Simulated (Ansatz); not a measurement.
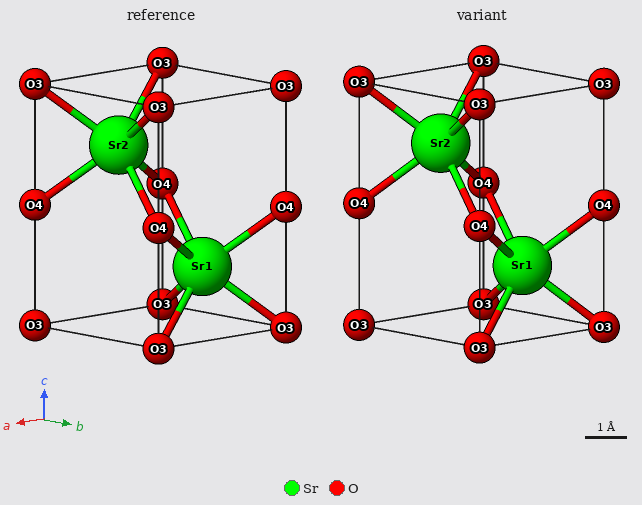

Left: solid SrO (built on the database structure type) at its r2SCAN-relaxed geometry. Right: the same structure after one change, at the same scale. A ball-and-stick model of the cell of the calculation, seen from a free direction.

Computed with DFT, HSE06, plane waves, PAW (Ansatz). Set-up: plane-wave cutoff 420 eV; k-point mesh 6 × 6 × 4; occupations fixed; no spin polarisation.

Q: What was changed?

A: The cell is strained by +0.7 % along c and −2.5 % across it (volume −4.2 %). The atoms and the free axis were relaxed with r2SCAN under that strain, and this is a single point on that geometry.

Q: How do the computed properties respond?

A: The energy rises by 13.8 meV per atom. Pressure: −0.3 GPa before, 3.4 GPa after. The principal stresses (compression positive) are −0.8 GPa along c and 5.5 GPa across it. All forces vanish by symmetry. Near-neighbour distances before and after: O–Sr 2.570 → 2.537 Å. The space group stays P6_3/mmc (No. 194).
